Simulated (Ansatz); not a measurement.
## Two runs on MgO

System: MgO (Pm-3m, 2 atoms in the cell).
Method of run A: DFT, PBE, plane waves, PAW, no spin polarisation (Ansatz 0.2.0).

The structure was built on a prototype by a generator. The geometry comes from this level: r2SCAN. Text and figures count atoms from 1; the logs count them from 0 in places.

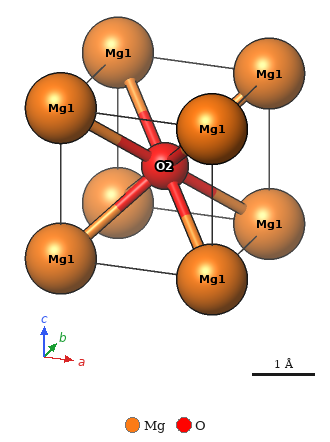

The structure (ball-and-stick view of the cell of the calculation, seen at an oblique angle; atoms are numbered from 1 in the order of the input). Near neighbours in the crystal (not all of them lie inside the picture): Mg has 8 O at 2.27 Å; O has 8 Mg at 2.27 Å.

Input file, run A:
```yaml
crystal:
  lattice:
    - [2.6233491281, 0.0, 0.0]
    - [0.0, 2.6233491281, 0.0]
    - [0.0, 0.0, 2.6233491281]
  atoms:
    - { symbol: Mg, position: [0.0, 0.0, 0.0] }
    - { symbol: O, position: [0.5, 0.5, 0.5] }
kpoints:
  mp_grid: { grid: [10, 10, 10] }
  band_path:
    path:
      - [0.0, 0.0, 0.0]
      - [0.0, 0.5, 0.0]
      - [0.5, 0.5, 0.0]
      - [0.5, 0.5, 0.5]
      - [0.0, 0.5, 0.5]
    npoints: 1
hamiltonian:
  xc: pbe
scf:
  occupations: { method: fixed }
  n_extra_bands: 4
output:
  forces: true
  stress: true
  eigenvalues: true
```

Command:
```bash
ansatz run input.yaml --threads 2 --pin off --max-ram 3686MiB --backend cpu --events-out ev --progress --plain --runs-dir out
```

Hardware: 2 threads of Arm Neoverse V2, 24 GiB of memory available, shared host.

Output, shortened to warnings, some set-up lines, iterations and results (run A):
```
Basis set: ecut = 420 eV, 365 PW (Γ), exchange–correlation on 36×36×36 points (8 copies of the dense FFT grid, shifted against one another)
Symmetry: 48 space group operations
k-points: 56 of 1000
Initial density: superposition of atomic densities (neutral atoms: chi_scale 0, normalization atom), corrected by the library's trained network
[...]
SCF iter   1: F=—  HF=-2492.621644 eV  |F-HF|=—  |Δ(HF+E_count)|=         —  Δρ=1.74e-3  dr2=3.56e-4  ethr=1.77e-3  ⟨swp⟩=4.4  Hψ=3521  notcnv=0  defer=73
SCF iter   2: F=—  HF=-2492.621583 eV  |F-HF|=—  |Δ(HF+E_count)|=   6.07e-5  Δρ=8.82e-4  dr2=8.31e-5  ethr=2.22e-6  ⟨swp⟩=2.3  Hψ=1491  notcnv=0  defer=101
SCF iter   3: F=—  HF=-2492.621568 eV  |F-HF|=—  |Δ(HF+E_count)|=   1.47e-5  Δρ=4.51e-4  dr2=2.61e-5  ethr=5.19e-7  ⟨swp⟩=2.0  Hψ=1019  notcnv=0  defer=101
SCF iter   4: F=—  HF=-2492.621564 eV  |F-HF|=—  |Δ(HF+E_count)|=   4.38e-6  Δρ=2.60e-4  dr2=9.39e-6  ethr=1.63e-7  ⟨swp⟩=2.0  Hψ=917  notcnv=0  defer=101
SCF iter   5: F=—  HF=-2492.621562 eV  |F-HF|=—  |Δ(HF+E_count)|=   1.90e-6  Δρ=1.44e-4  dr2=2.99e-6  ethr=5.87e-8  ⟨swp⟩=1.1  Hψ=681  notcnv=0  defer=101
SCF iter   6: F=—  HF=-2492.621561 eV  |F-HF|=—  |Δ(HF+E_count)|=   7.77e-7  Δρ=4.33e-5  dr2=2.72e-7  ethr=1.87e-8  ⟨swp⟩=2.0  Hψ=771  notcnv=0  defer=101
SCF iter   7: F=-2492.621561 eV  HF=-2492.621561 eV  |F-HF|=6.30e-9  |Δ(HF+E_count)|=   7.26e-8  Δρ=7.10e-6  dr2=7.49e-9  ethr=6.25e-10  ⟨swp⟩=6.4  Hψ=2832  notcnv=0
SCF 1 converged in 7 iterations: F = -2492.621561 eV  dr2 = 7.49e-9
NSCF: frozen V_eff on 5 k-points
SCF converged after 7 iterations
Free energy (F): -2492.621561 eV
Harris-Foulkes:  -2492.621561 eV  (|F-HF|=6.30e-9)
Internal energy: -2492.621561 eV  (E = F + TS)
E sigma→0 (E₀):  -2492.621561 eV
Fermi energy:    10.239894 eV
--- Per-component energies (eV) ---
  E_band       = -286.083154
  E_kinetic    = 255.407397
  E_local      = -1538.354102  (includes V_loc(G=0)·N_el)
  E_nonlocal   = 142.887898
  E_hartree    = 526.000644
  E_xc         = -105.197576
  E_vxc        = -134.829997  (∫ρ·V_xc dr)
  E_paw        = -450.224175  (= ΣΔE_a)
  E_vpaw       = -63.199217  (= ΣTr[D̂ρ^β])
  E_aug_tail   = 0.002449  (compensation charges beyond the density's cutoff)
  E_ewald      = -1323.144096
  E_smearing   = -0.000000  (= −TS)
  E_closure    = 0.000000  (closes the sum)
  Σ components = -2492.621561   (vs F -2492.621561, Δ=0.00e0)
--- Forces (eV/Å), atoms counted from 1 ---
  atom   1  Mg    -0.00000000     0.00000000     0.00000000
  atom   2  O      0.00000000    -0.00000000     0.00000000
  max |Σ_I F_I| component: 9.40e-30 eV/Å
--- Stress (GPa, compression-positive) ---
        6.240428       0.000000       0.000000
        0.000000       6.240428       0.000000
       -0.000000       0.000000       6.240428
  P = ⅓ Tr σ = 6.2404 GPa (62.404 kbar)
```

For run B the input was changed thus:
```diff
-  xc: pbe
+  xc: r2scan
```

What does this change do to the results?

The total energies belong to different methods, so their difference says nothing on which is more stable or more accurate. The gap on the mesh goes from 2.64 to 3.49 eV. The pressure goes from 6.24 to 0.01 GPa. The functional changes from PBE to r2SCAN. The SCF takes 6 iterations against 7. The default cutoff goes from 420 to 500 eV with the change. The plane waves at Γ go from 365 to 461.

Output, shortened to warnings, some set-up lines, iterations and results (run B):
```
Basis set: ecut = 500 eV, 461 PW (Γ), exchange–correlation on 80×80×80 points (64 copies of the dense FFT grid, shifted against one another)
Symmetry: 48 space group operations
k-points: 56 of 1000
Initial density: superposition of atomic densities (neutral atoms: chi_scale 0, normalization atom), corrected by the library's trained network
[...]
SCF iter   1: F=—  HF=-2496.609324 eV  |F-HF|=—  |Δ(HF+E_count)|=         —  Δρ=9.90e-3  dr2=1.25e-2  dr2_τ=6.34e-2  ethr=1.77e-3  ⟨swp⟩=4.4  Hψ=3587  notcnv=0  defer=77
SCF iter   2: F=—  HF=-2496.714051 eV  |F-HF|=—  |Δ(HF+E_count)|=   1.05e-1  Δρ=4.96e-3  dr2=2.12e-3  dr2_τ=2.43e-4  ethr=7.78e-5  ⟨swp⟩=2.8  Hψ=1730  notcnv=0  defer=95
SCF iter   3: F=—  HF=-2496.714054 eV  |F-HF|=—  |Δ(HF+E_count)|=   2.70e-6  Δρ=9.99e-4  dr2=7.37e-5  dr2_τ=1.31e-5  ethr=1.33e-5  ⟨swp⟩=2.0  Hψ=795  notcnv=0  defer=101
SCF iter   4: F=—  HF=-2496.714051 eV  |F-HF|=—  |Δ(HF+E_count)|=   2.61e-6  Δρ=7.04e-5  dr2=5.71e-7  dr2_τ=1.06e-7  ethr=4.61e-7  ⟨swp⟩=2.6  Hψ=1216  notcnv=0  defer=93
SCF iter   5: F=—  HF=-2496.714051 eV  |F-HF|=—  |Δ(HF+E_count)|=   5.11e-8  Δρ=3.41e-5  dr2=1.13e-7  dr2_τ=1.91e-8  ethr=3.57e-9  ⟨swp⟩=2.2  Hψ=933  notcnv=0  defer=93
SCF iter   6: F=-2496.714051 eV  HF=-2496.714051 eV  |F-HF|=1.41e-9  |Δ(HF+E_count)|=   6.59e-8  Δρ=9.42e-6  dr2=7.85e-9  dr2_τ=2.51e-9  ethr=6.25e-10  ⟨swp⟩=6.2  Hψ=3117  …
SCF 1 converged in 6 iterations: F = -2496.714051 eV  dr2 = 7.85e-9
NSCF: frozen V_eff on 5 k-points
SCF converged after 6 iterations
Free energy (F): -2496.714051 eV
Harris-Foulkes:  -2496.714051 eV  (|F-HF|=1.41e-9)
Internal energy: -2496.714051 eV  (E = F + TS)
E sigma→0 (E₀):  -2496.714051 eV
Fermi energy:    9.930054 eV
--- Per-component energies (eV) ---
  E_band       = -306.002046
  E_kinetic    = 256.165141
  E_local      = -1540.684243  (includes V_loc(G=0)·N_el)
  E_nonlocal   = 142.595502
  E_hartree    = 527.659307
  E_xc         = -103.053558
  E_vxc        = -148.828593  (∫ρ·V_xc dr)
  E_paw        = -456.194852  (= ΣΔE_a)
  E_vpaw       = -80.230419  (= ΣTr[D̂ρ^β])
  E_aug_tail   = 0.000897  (compensation charges beyond the density's cutoff)
  E_vtau       = 9.662677  (kinetic-family band-sum trace: ∫τ·v_τ [+ j·A + Jᵃ·Aᵃ] dr)
  E_ewald      = -1323.144096
  E_core_change = -0.058149  (= ΣΔE_core)
  E_smearing   = -0.000000  (= −TS)
  E_closure    = -0.000000  (closes the sum)
  Σ components = -2496.714051   (vs F -2496.714051, Δ=0.00e0)
--- Forces (eV/Å), atoms counted from 1 ---
  atom   1  Mg    -0.00000000     0.00000000     0.00000000
  atom   2  O      0.00000000    -0.00000000     0.00000000
  max |Σ_I F_I| component: 6.56e-30 eV/Å
--- Stress (GPa, compression-positive) ---
        0.011800       0.000000       0.000000
        0.000000       0.011800       0.000000
        0.000000       0.000000       0.011800
  P = ⅓ Tr σ = 0.0118 GPa (0.118 kbar)
```

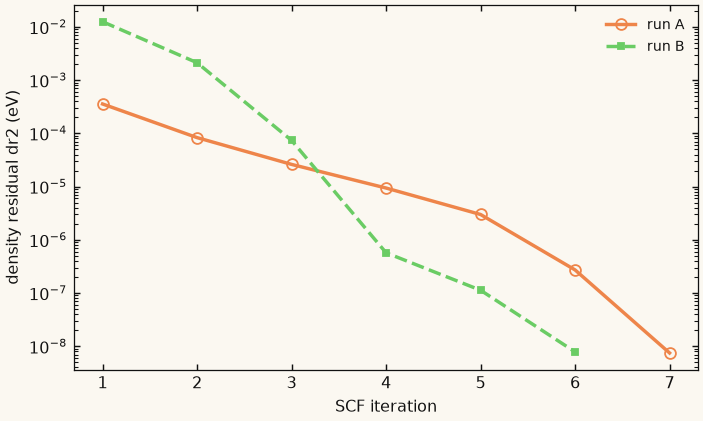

Convergence of the two runs: density residual dr2 against the SCF iteration. Run A takes 7 iterations in all, and run B takes 6.

The two runs side by side:

| quantity | run A | run B |
| --- | --- | --- |
| outcome | converged | converged |
| free energy per atom (eV) | −1246.3108 | −1248.3570 |
| gap on the mesh (eV) | 2.64 | 3.49 |
| pressure (GPa) | 6.24 | 0.01 |
| largest force (eV/Å) | 0.000 | 0.000 |
| SCF iterations | 7 | 6 |
| irreducible k-points | 56 | 56 |
| plane waves at Γ | 365 | 461 |
| wall time (shared host) | 0.59 s | 1.1 s |

For run A: The cell is under a pressure of 6.2 GPa at this level, so it is not at its equilibrium volume.
